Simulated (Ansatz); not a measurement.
# Ge2Sb2Te5: what the fields show

Input

```
crystal:
  lattice:
    - [4.2940644248, 0.0, 0.0]
    - [-2.1470322124, 3.7187688774, 0.0]
    - [0.0, 0.0, 17.101346]
  atoms:
    - { symbol: Te, position: [0.6666666667, 0.3333333333, 0.419892] }
    - { symbol: Te, position: [0.3333333333, 0.6666666667, 0.580108] }
    - { symbol: Te, position: [0.3333333333, 0.6666666667, 0.201542] }
    - { symbol: Te, position: [0.6666666667, 0.3333333333, 0.798458] }
    - { symbol: Te, position: [0.0, 0.0, 0.0] }
    - { symbol: Sb, position: [0.0, 0.0, 0.320068] }
    - { symbol: Sb, position: [0.0, 0.0, 0.679932] }
    - { symbol: Ge, position: [0.6666666667, 0.3333333333, 0.102895] }
    - { symbol: Ge, position: [0.3333333333, 0.6666666667, 0.897105] }
hamiltonian:
  xc: hse06
  pseudopotentials: { kind: paw }
kpoints:
  mp_grid: { grid: [6, 6, 2] }
scf:
  occupations: { method: fermi_dirac, width: 0.05 }
output:
  forces: true
  stress: true
  eigenvalues: true
  write_density: true
  write_potential: true
  elf: true
  volumetric_format: npy
```

Below, planes, directions and counts refer to the conventional cell (a = 4.29 Å, b = 4.29 Å, c = 17.10 Å, α = 90.00°, β = 90.00°, γ = 120.00°).

Space group P-3m1; a structure from a database of computed crystals, not necessarily the ambient phase; not relaxed (largest force 0.4 eV/Å).

Level of theory: Kohn-Sham DFT of a periodic cell, HSE06, Ansatz PAW in Ansatz 0.2.0.

The density is the valence pseudo-density of a PAW calculation; it isn't the true density close to the nuclei.

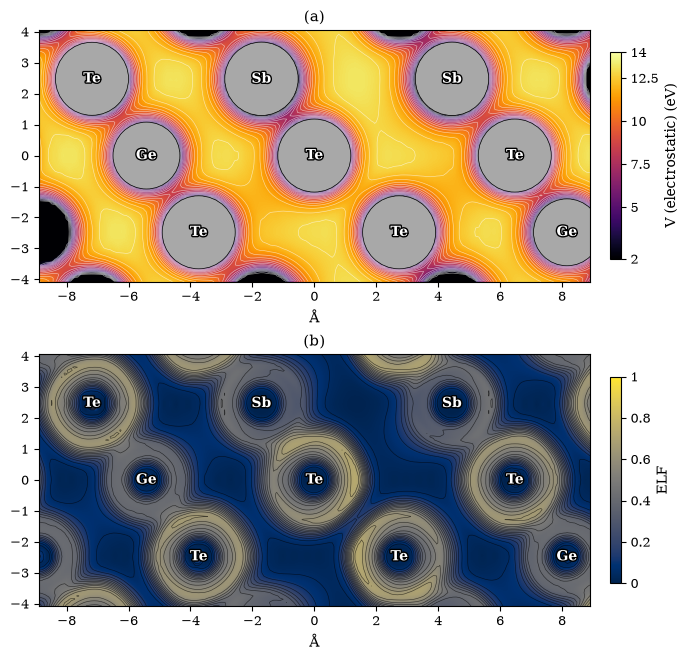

Figure 1. (a) electrostatic potential energy of an electron; (b) ELF on the (110) plane of the conventional cell. Grey discs cover the atomic cores in the potential map.

Describe what can be read from this map.

Atoms in the plane: Te, Sb and Ge.
Ge–Te (3.00 Å): the ELF peaks at about 0.65 in the valence shell of Te, 1.3 Å from its nucleus, and is about 0.55 at the midpoint.
Sb–Te (3.01 Å): the ELF peaks at about 0.70 in the valence shell of Te, 1.3 Å from its nucleus, and is about 0.65 at the midpoint.
Ge–Te (3.04 Å): the ELF peaks at about 0.65 in the valence shell of Te, 1.3 Å from its nucleus, and is about 0.55 at the midpoint.
Sb–Te (3.20 Å): the ELF peaks at about 0.65 in the valence shell of Te, 1.3 Å from its nucleus, and is about 0.45 at the midpoint.
Outside the cores the potential energy rises away from the atoms and is highest about 2.8 Å from the nearest atoms; its zero is arbitrary.

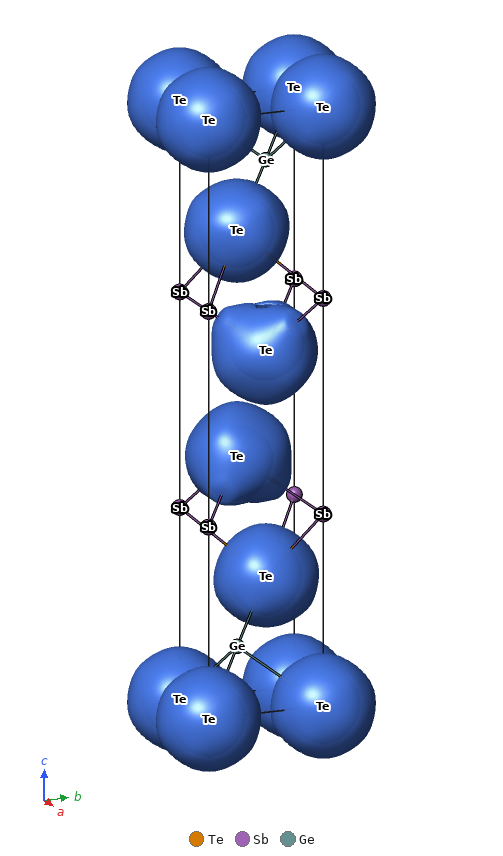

Figure 2. Isosurface of the electron localisation function at 0.55 (blue), seen slightly off an axis. Only the valence region is drawn (cores and ρ < 0.01 e/Å³ removed). Sticks mark near contacts.

What do the ELF domains correspond to?

The ELF exceeds this value in five regions on Te in which the atom's valence shell and bonds are merged, counted in one cell of 9 atoms. Any copies at cell faces, edges or corners count once.

Does the calculation give a band gap?

It is gapped, with a Kohn–Sham gap of 0.48 eV on the k-point mesh, an upper bound to the gap of this method.
